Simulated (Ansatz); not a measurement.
**Geometry relaxation of TiSi2 (part 2 of 2)**

TiSi2 (slab, 9 atoms in the cell); DFT PBE+D3(BJ), scalar-relativistic, plane waves, PAW, no spin polarisation (Ansatz 0.2.0); cutoff 420 eV, 7×7×1 k-mesh, Gaussian smearing of 0.1 eV. The structure derives from an entry of the Crystallography Open Database. The input holds or restrains some coordinates. Forces given for the steps count only the free coordinates. It belongs to a series of runs on one base structure; here: clean slab, lower half held.

Geometry of the input (Å; fractional positions):
```
4.7036  0.0000  0.0000
-2.3207  4.0912  0.0000
0.0000  0.0000  21.2307
Ti 0.0000  0.0000  0.4004
Si 0.3365  0.6635  0.4004
Si 0.6635  0.3365  0.4004
Ti 0.0000  0.5000  0.5000
Si 0.6635  0.8365  0.5000
Si 0.3365  0.1635  0.5000
Ti 0.5000  0.5000  0.5996
Si 0.8365  0.1635  0.5996
Si 0.1635  0.8365  0.5996
```

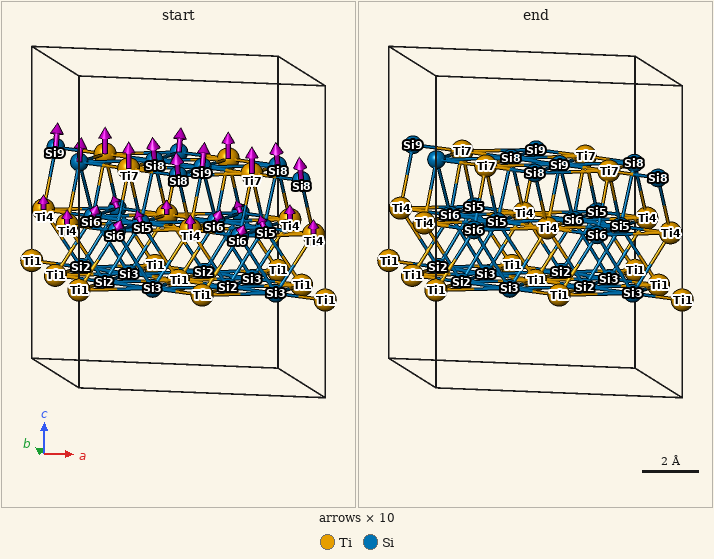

Fig. 1: Before (left) and after (right) the restrained relaxation, at one scale (ball-and-stick view of the 2 × 2 repeat of the cell, with the vacuum cut short, seen slightly off an axis). The pink arrows give the displacements, magnified 10 times. After 3 geometry steps the energy has fallen by 6.1 meV per atom. Largest force component: 0.48 eV/Å at the start, 0.014 eV/Å at the end. Ti7 moves most: 0.10 Å. By element the largest moves are Ti 0.10 Å, Si 0.09 Å. The cell doesn't change. Among the contacts that change: Si5–Ti7 2.524 → 2.576 Å, Si8–Si9 2.754 → 2.803 Å, Si2–Ti4 2.524 → 2.571 Å, Si5–Si6 2.657 → 2.612 Å. (Atoms are counted from 1 in the order of the input.)

```
WARN: The output density's exchange-correlation potential varies sharply where the density is thin. Do not read a vacuum level from v_tot or v_xc, or from such a field of the output density. On a cell that repeats whose density bears no net charge and no dipole along the vacuum's axis use v_es (v_loc + v_h of the components); under efield.dipole_correction with no amplitude use v_es + v_field, which holds any external_charges[].barrier, or the levels of the report's work_function block, which leave it out; under a non-zero efield.amplitude the vacuum is tilted and has no level; on a cell that repeats and bears such a dipole with no correction it is tilted too, and efield.dipole_correction with no amplitude gives each side of its ramp a level where efield: is served; in a cell that repeats whose density bears a net charge (total_charge, or a fill off its count) it is curved and has none; of a slab under crystal.periodic whose density bears no net charge use v_es, which has a level on each side, short of where the two are joined; of another it falls or rises all the way out and has none; of a slab beside external_charges read slab_vacuum_level instead, which it has where they leave it neutral. The grid or the basis barely resolves most such structure, and the values can differ between equally converged runs; as a rule a tighter scf.convergence.dr2_threshold does not remove it. Where the density itself ripples (under the LDA too) a higher basis.ecutwfc lessens it. The files hold the spikes' plane waves up to the density's cutoff. Files: v_tot_of_output_density and the like, and their columns of v_z.tsv (output.write_potential); v_xc_of_output_density and the like, and their columns of v_comp_z.tsv (output.write_potential_components). Measured: with its Gaussian average of σ = 0.25 Å subtracted twice, the exchange-correlation potential is over 0.1 eV at 2 of the grid points where the equally averaged density (valence and model cores) is under 1e-3 e/Å³, and 0.192 eV at the most among them, at an averaged density of 8.1e-9 e/Å³. The input density's (outcome.potential() and, of a run that writes arrays, v_tot and v_xc) is over 0.1 eV, so measured, at 200 points of its own thin density, 0.168 eV at the most. See output.write_potential in the manual, Limitations
SCF converged after 5 iterations
Free energy (F): -11317.589188 eV
Harris-Foulkes:  -11317.589188 eV  (|F-HF|=6.40e-8)
Internal energy: -11317.556885 eV  (E = F + TS)
E sigma→0 (E₀):  -11317.573037 eV
Entropy (-TS):   -0.032303 eV (-3.589 meV/atom)
Fermi energy:    1.477449 eV
Dipole field:    D = 0.002241 V/Å  (p = 0.005060 e·Å, saw-weighted, corrected)
Work function:   Φ+ = 3.7390 eV   Φ− = 3.7865 eV
Levels:          The Fermi level and band energies are counted from a zero that moves with the ramp; work functions are not
--- Per-component energies (eV) ---
  E_band       = -1001.508322
  E_kinetic    = 1065.823691
  E_local      = -32637.068275  (includes V_loc(G=0)·N_el)
  E_nonlocal   = 177.506906
  E_hartree    = 15785.727339
  E_xc         = -627.062797
  E_vxc        = -651.115994  (∫ρ·V_xc dr)
  E_paw        = -6219.080368  (= ΣΔE_a)
  E_vpaw       = -528.077963  (= ΣTr[D̂ρ^β])
  E_aug_tail   = 0.000376  (compensation charges beyond the density's cutoff)
  E_efield     = 0.000006  (sawtooth field / dipole correction)
  E_vefield    = -0.006601  (∫n·V_field dr)
  E_ewald      = 11139.821133
  E_disp       = -3.224896  (pairwise vdW)
  E_smearing   = -0.032303  (= −TS)
  E_closure    = 0.000000  (closes the sum)
  Σ components = -11317.589188   (vs F -11317.589188, Δ=0.00e0)
--- Forces (eV/Å), atoms counted from 1 ---
  atom   1  Ti    -0.00000000     0.00000000    -0.06417831
  atom   2  Si     0.05050587     0.00128978     0.03996407
  atom   3  Si    -0.05050587    -0.00128978     0.03996407
  atom   4  Ti     0.00000000     0.00000000     0.00855057
  atom   5  Si    -0.00066187     0.00094370    -0.00356725
  atom   6  Si     0.00066187    -0.00094370    -0.00356725
  atom   7  Ti    -0.00000000     0.00000000    -0.00259541
  atom   8  Si     0.00686687    -0.01416847    -0.00731452
  atom   9  Si    -0.00686687     0.01416847    -0.00731452
  max |Σ_I F_I| component: 5.85e-5 eV/Å
--- Band table (eV; the first three rows and the last of 25) ---
  k-point 0: bands = ["-55.4421", "-55.4354", "-54.9688", "-31.8985", "-31.8927", "-31.6984", "-31.6905", "-31.6505", "-31.6415", "-31.3170", "-31.2980", "-31.2663", "-10.7754", "-9.0534", "-6.7333", "-3.9151", "-3.7217", "-3.3824", "-2.9086", "-2.7125", "-2.5058", "-2.1911", "-1.7112", "-1.5129", "-0.9598", "-0.3860", "0.0994", "0.1358", "0.2475", "1.6854", "1.7270", "1.8591", "2.0255", "2.0713", "2.2955", "2.3481", "2.6554", "4.4773", "4.5432"]
  k-point 1: bands = ["-55.4421", "-55.4354", "-54.9688", "-31.8984", "-31.8930", "-31.6993", "-31.6909", "-31.6507", "-31.6426", "-31.3176", "-31.2970", "-31.2671", "-10.6056", "-8.9037", "-6.6042", "-5.0901", "-4.0561", "-3.7991", "-3.2736", "-2.4624", "-2.0269", "-1.6903", "-1.3352", "-1.1052", "-0.8725", "-0.2821", "-0.0770", "0.1859", "0.3704", "1.4839", "1.6272", "1.8220", "1.9284", "1.9307", "2.1545", "2.2491", "2.6438", "4.1496", "4.1795"]
  k-point 2: bands = ["-55.4420", "-55.4353", "-54.9688", "-31.8982", "-31.8937", "-31.7015", "-31.6919", "-31.6510", "-31.6449", "-31.3188", "-31.2950", "-31.2690", "-10.1220", "-8.5062", "-6.5656", "-6.0712", "-5.1334", "-4.4367", "-3.4046", "-2.4202", "-1.9140", "-1.7912", "-1.1829", "-0.6529", "-0.3350", "-0.0853", "0.1656", "0.2743", "0.6903", "1.3467", "1.5964", "1.6388", "1.7783", "2.1766", "2.3117", "2.5110", "2.6534", "3.7238", "3.8446"]
  k-point 24: bands = ["-55.4419", "-55.4353", "-54.9688", "-31.9000", "-31.8927", "-31.7000", "-31.6943", "-31.6549", "-31.6436", "-31.3204", "-31.2926", "-31.2696", "-9.6482", "-8.1408", "-7.2249", "-6.2906", "-5.5459", "-4.7578", "-3.3702", "-2.9713", "-1.8676", "-1.4866", "-1.1958", "-0.8101", "-0.2937", "-0.0278", "0.4345", "0.7140", "0.7931", "1.2784", "1.6106", "1.6797", "1.8793", "2.4524", "2.4964", "2.9672", "3.0659", "3.6554", "3.7109"]
--- Relaxed structure (4 steps of the walk, 4 accepted, 0 SCFs on fresh bases) ---
  F+E_penalty+E_count = -11317.58918827 eV   max|allowed force component| = 1.417e-2 eV/Å
  atoms:
    - { symbol: Ti, position: [0.0, 0.0, 0.4003630482000001] }
    - { symbol: Si, position: [0.3365450033, 0.6634549967, 0.4003630482000001] }
    - { symbol: Si, position: [0.6634549967, 0.3365450033, 0.4003630482000001] }
    - { symbol: Ti, position: [-2.7755575615628914e-17, 0.5, 0.5026441461286885] }
    - { symbol: Si, position: [0.6601471682101586, 0.8387746227311641, 0.5021185301998614] }
    - { symbol: Si, position: [0.3398528317898414, 0.16122537726883598, 0.5021185301998614] }
    - { symbol: Ti, position: [0.5, 0.5, 0.6043620121395552] }
    - { symbol: Si, position: [0.8337166556237746, 0.1574881909827415, 0.6038355711275578] }
    - { symbol: Si, position: [0.16628334437622547, 0.8425118090172585, 0.6038355711275578] }
```

Trajectory as extended XYZ (Å, eV, eV/Å), 4 frames, from step=1 to step=4
```
9
Lattice="4.7036 0.0000 0.0000 -2.3207 4.0912 0.0000 0.0000 0.0000 21.2307" Properties=species:S:1:pos:R:3:forces:R:3 step=1 energy=-11317.53456
Ti    0.0000    0.0000    8.5000    0.0000   0.0000  -0.4785
Si    0.0433    2.7143    8.5000    0.1690   0.1036  -0.2703
Si    2.3396    1.3769    8.5000   -0.1690  -0.1036  -0.2703
Ti   -1.1603    2.0456   10.6154    0.0000   0.0000   0.0000
Si    1.1793    3.4225   10.6154   -0.1268   0.0739   0.0000
Si    1.2036    0.6687   10.6154    0.1268  -0.0739   0.0000
Ti    1.1914    2.0456   12.7307    0.0000   0.0000   0.4785
Si    3.5554    0.6687   12.7307   -0.0067  -0.1982   0.2703
Si   -1.1725    3.4225   12.7307    0.0067   0.1982   0.2703
9
Lattice="4.7036 0.0000 0.0000 -2.3207 4.0912 0.0000 0.0000 0.0000 21.2307" Properties=species:S:1:pos:R:3:forces:R:3 step=2 energy=-11317.58585
Ti    0.0000    0.0000    8.5000    0.0000   0.0000  -0.1079
Si    0.0433    2.7143    8.5000    0.0809   0.0387  -0.0158
Si    2.3396    1.3769    8.5000   -0.0809  -0.0387  -0.0158
Ti   -1.1603    2.0456   10.6565    0.0000   0.0000   0.0632
Si    1.1706    3.4222   10.6553   -0.0962   0.0682   0.0086
Si    1.2123    0.6690   10.6553    0.0962  -0.0682   0.0086
Ti    1.1914    2.0456   12.8272    0.0000   0.0000  -0.0133
Si    3.5532    0.6531   12.8047    0.0134  -0.0424   0.0361
Si   -1.1703    3.4381   12.8047   -0.0134   0.0424   0.0361
9
Lattice="4.7036 0.0000 0.0000 -2.3207 4.0912 0.0000 0.0000 0.0000 21.2307" Properties=species:S:1:pos:R:3:forces:R:3 step=3 energy=-11317.58874
Ti    0.0000    0.0000    8.5000    0.0000   0.0000  -0.0606
Si    0.0433    2.7143    8.5000    0.0527   0.0082   0.0414
Si    2.3396    1.3769    8.5000   -0.0527  -0.0082   0.0414
Ti   -1.1603    2.0456   10.6705    0.0000   0.0000   0.0063
Si    1.1624    3.4290   10.6611   -0.0302   0.0266  -0.0008
Si    1.2205    0.6623   10.6611    0.0302  -0.0266  -0.0008
Ti    1.1914    2.0456   12.8317    0.0000   0.0000   0.0032
Si    3.5539    0.6482   12.8215    0.0172  -0.0267  -0.0150
Si   -1.1710    3.4430   12.8215   -0.0172   0.0267  -0.0150
9
Lattice="4.7036 0.0000 0.0000 -2.3207 4.0912 0.0000 0.0000 0.0000 21.2307" Properties=species:S:1:pos:R:3:forces:R:3 step=4 energy=-11317.58919
Ti    0.0000    0.0000    8.5000    0.0000   0.0000  -0.0642
Si    0.0433    2.7143    8.5000    0.0505   0.0013   0.0400
Si    2.3396    1.3769    8.5000   -0.0505  -0.0013   0.0400
Ti   -1.1603    2.0456   10.6715    0.0000   0.0000   0.0086
Si    1.1585    3.4316   10.6603   -0.0007   0.0009  -0.0036
Si    1.2244    0.6596   10.6603    0.0007  -0.0009  -0.0036
Ti    1.1914    2.0456   12.8310    0.0000   0.0000  -0.0026
Si    3.5560    0.6443   12.8199    0.0069  -0.0142  -0.0073
Si   -1.1731    3.4469   12.8199   -0.0069   0.0142  -0.0073
```

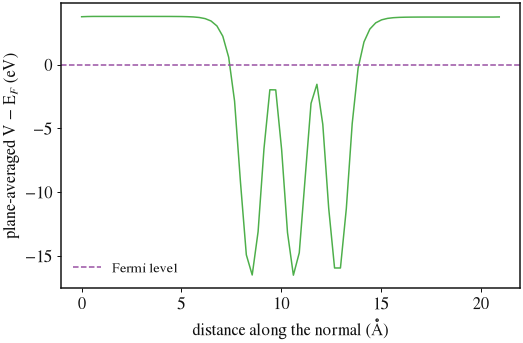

Fig. 2: Plane average of the electrostatic potential energy of an electron across the cell, from the Fermi level. The vacuum level lies 3.74 eV above the Fermi level on the upper side and 3.79 eV on the lower.

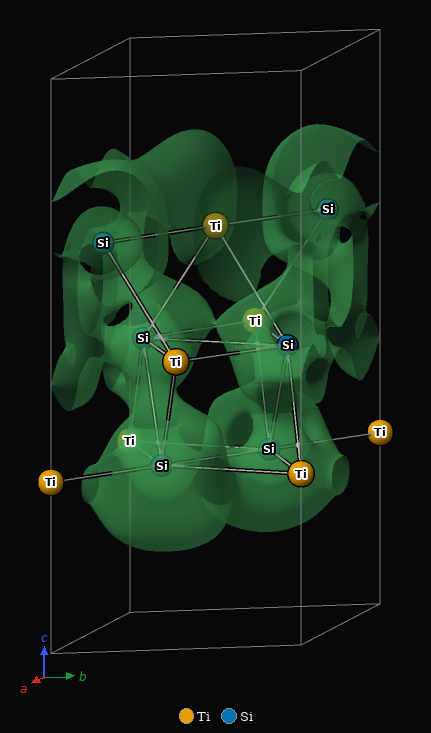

Fig. 3: Isosurface of the electron localisation function at 0.6 (green), seen slightly off an axis. Core shells and regions of very low density are left out. Sticks mark near contacts. The ELF exceeds this value in sheets that run through the cell in two directions, counted in one cell of 9 atoms. Along the contacts the grid gives the following. Ti–Si (2.57 Å): the ELF is about 0.40 at the midpoint. The fields are those of the smooth PAW valence density.

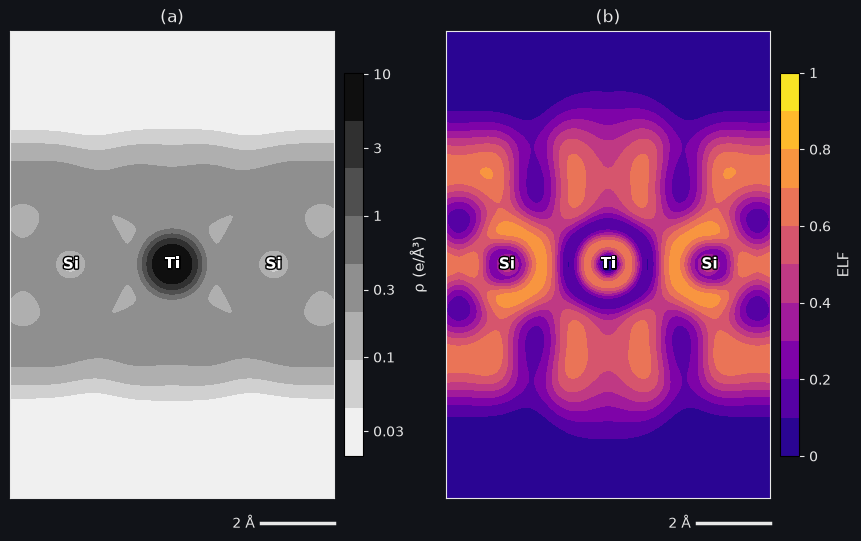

Fig. 4: (a) valence charge density (pseudo); (b) electron localisation function on the (110) plane of the calculation cell, a cut from vacuum to vacuum. Atoms in the plane: Ti and Si. Ti–Si (2.76 Å): ρ at the midpoint is about 0.24 e/Å³; the ELF is about 0.35 at the midpoint. The density dies away to nearly zero in the vacuum. The strong features right at Ti lie inside the PAW spheres (semicore, d or f shells) and say nothing about bonding.

Summary

```json
{"quantity": "outcome", "value": "converged under the restraints of the input"}
{"quantity": "electrons treated", "value": "60"}
{"quantity": "free energy", "value": "−11317.5892 eV"}
{"quantity": "work function, top face", "value": "3.74 eV"}
{"quantity": "work function, bottom face", "value": "3.79 eV"}
{"quantity": "Fermi energy", "value": "1.477 eV"}
{"quantity": "gap on the k-point mesh", "value": "none (metallic)"}
{"quantity": "final volume", "value": "408.55 Å³"}
{"quantity": "work function (upper face)", "value": "3.74 eV"}
{"quantity": "largest force (length of the vector) at the end, held atoms and coordinates included", "value": "0.064 eV/Å"}
{"quantity": "wall time", "value": "7 min"}
{"quantity": "peak memory", "value": "0.7 GiB"}
```

Remarks

Warnings of the run: the exchange-correlation potential is rough where the density is thin.
